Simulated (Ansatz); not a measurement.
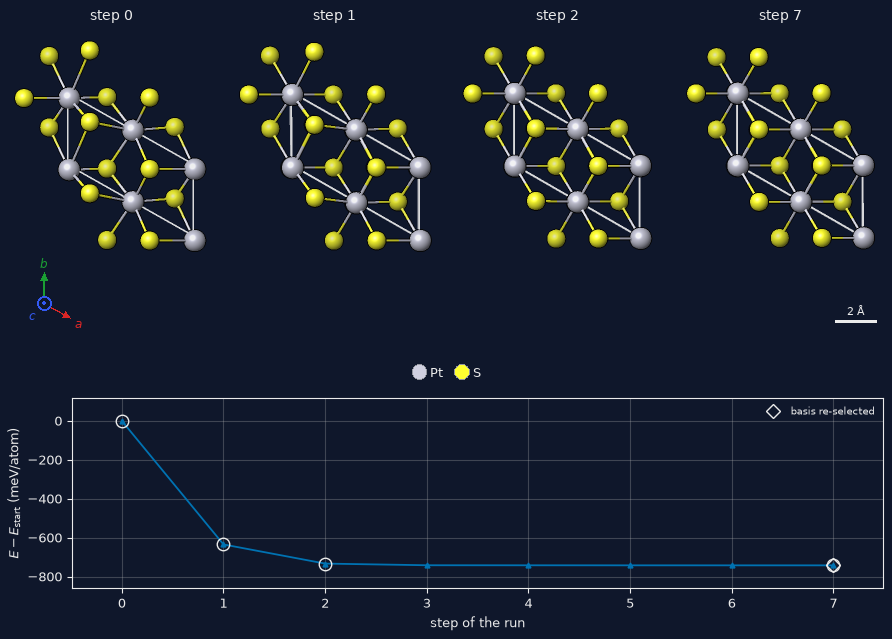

Frames of a relaxation of solid PtS2 (built on the database structure type), marked on the history of the run. Style: ball-and-stick. Shown: the cell of the calculation, along the c axis.

Case: shaken.

Method: Ansatz 0.2.0, DFT, PBEsol, plane waves, PAW. Set-up: plane-wave cutoff 420 eV; k-point mesh 6 × 6 × 4; occupations fermi dirac; smearing width 0.05 eV; no spin polarisation; cell and atoms relaxed; force threshold 0.01 eV/Å; at most 120 steps.

Q: Describe the path.

A: After 6 accepted moves (7 points after the start) the energy has fallen by 742 meV per atom. The largest force component goes from 8.3 to 0.0012 eV/Å. Pressure: 23.06 GPa at the start and −0.01 GPa at the end. The SCF was repeated once at an unchanged geometry on a basis and grid sized afresh for the cell, which shifted the energy by less than 0.05 meV per atom at most. An S atom moves most relative to the cell: 0.41 Å roughly along −b. Largest moves by element: S 0.41 Å, Pt 0.27 Å. Cell: a 7.109 → 7.141 Å (+0.5 %), b 3.525 → 3.570 Å (+1.3 %), c 4.832 → 4.791 Å (−0.8 %), α 90.2° → 90.0°, β 90.6° → 89.9°, γ 119.5° → 120.0°. Volume +0.4 %. Some distances before and after: Pt–S 2.934 → 2.384 Å, Pt–S 1.947 → 2.384 Å, S–S 2.748 → 3.159 Å, Pt–S 2.069 → 2.384 Å. Bond angles that change, for instance: S–Pt–S 154.3° → 180.0°, S–Pt–S 163.2° → 180.0°, S–Pt–S 163.8° → 180.0°. The space group (tolerance 0.01 Å) goes from P1 (No. 1) to P-3m1 (No. 164). The run took 2.7 min on 2 threads of Intel(R) Xeon(R) Processor @ 2.50GHz (Skylake/Cascade Lake), on a shared host, peak memory 0.53 GiB. From step 0 to 1: an S atom moves most (0.19 Å), volume +5.1 %, energy −635 meV per atom. From step 1 to 2: an S atom moves most (0.20 Å), volume −1.8 %, energy −98.3 meV per atom. From step 2 to 7: an S atom moves most (0.05 Å), volume −2.7 %, energy −9.0 meV per atom.
